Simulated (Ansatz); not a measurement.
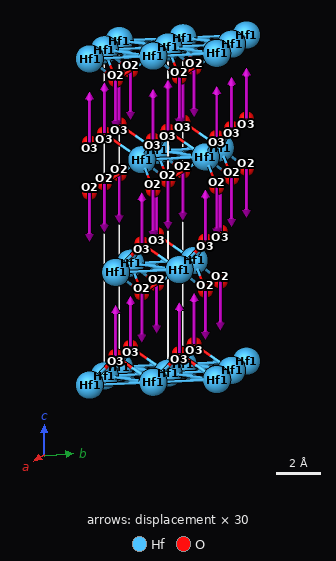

A relaxation of solid HfO₂ (built on the MoS2-160 type type). The starting structure is drawn; purple arrows show the displacements (the part carried along by the change of the cell is left out), magnified 30 times.

The picture is a ball-and-stick view of the conventional cell (3 times the calculation's cell), repeated 2 × 2 × 1 with one cell outlined, seen slightly off an axis. Lengths and directions refer to the drawn axes.

These are results of DFT, r2SCAN+rVV10, plane waves, PAW in Ansatz, not measurements. (plane-wave cutoff 500 eV; k-point mesh 8 × 8 × 8; occupations fermi dirac; smearing width 0.03 eV; no spin polarisation; cell and atoms relaxed; force threshold 0.01 eV/Å; at most 120 steps)

### Atoms of which element are displaced furthest, and by how much?

Oxygen: up to 0.083 Å, against 0.003 Å for hafnium.

### What did the optimiser do to the structure, and how much energy did it gain?

Over 5 accepted moves (6 points after the start) the energy falls by 7.9 meV per atom. Largest force component: 0.033 eV/Å at the start, 0.0019 eV/Å at the end. The pressure goes from −0.28 to 0.03 GPa. The SCF was repeated once at an unchanged geometry on a basis and grid sized afresh for the cell, which shifted the energy by 0.5 meV per atom at most. The largest move relative to the cell is that of O3, 0.083 Å along +c. By element the largest moves are O 0.083 Å, Hf 0.003 Å. The volume changes by −7.0 %, with a = b 3.087 → 3.097 Å (+0.3 %), c 15.283 → 14.121 Å (−7.6 %). Some distances before and after: Hf1–Hf1 3.087 → 3.097 Å. The space group stays R3m (No. 160).
